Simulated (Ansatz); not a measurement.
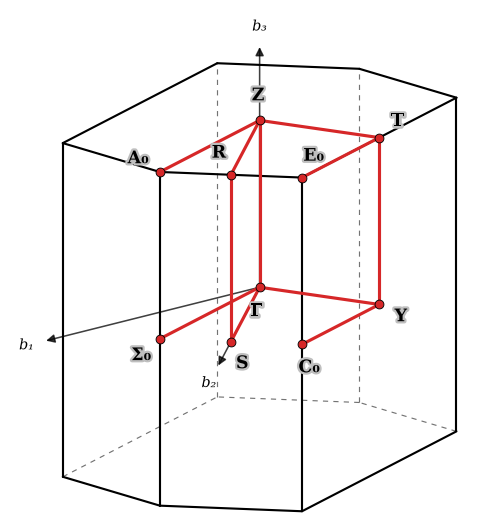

Crystal: Ga, a calculation's input that goes back to an entry of the Crystallography Open Database (an earlier step may have relaxed or displaced it). The first Brillouin zone and its special points. Geometry calculated from the standardised cell; symmetry tolerance 0.002 Å.

Space group Cmcm (No. 63); a = 2.900 Å, b = 8.130 Å, c = 3.170 Å, α = 90.00°, β = 90.00°, γ = 90.00°.

Labels and path follow the convention of Hinuma et al. (2017), as computed by seekpath; the arrows show the directions of the reciprocal primitive vectors b₁, b₂, b₃, in which coordinates are given; lengths include the factor 2π.

Question: List the special points with their coordinates and distances from Γ.

Answer:
```csv
point,k₁,k₂,k₃,length of k (1/Å)
Γ,0,0,0,0.000
Y,−1/2,1/2,0,0.773
T,−1/2,1/2,1/2,1.257
Z,0,0,1/2,0.991
S,0,1/2,0,1.150
R,0,1/2,1/2,1.518
Σ₀,0.282,0.282,0,1.221
C₀,−0.282,0.718,0,1.221
A₀,0.282,0.282,1/2,1.573
E₀,−0.282,0.718,1/2,1.573
```

Question: What is the zone's volume?

Answer: (2π)³ over the primitive cell's volume of 37.37 Å³: 6.64 Å⁻³.
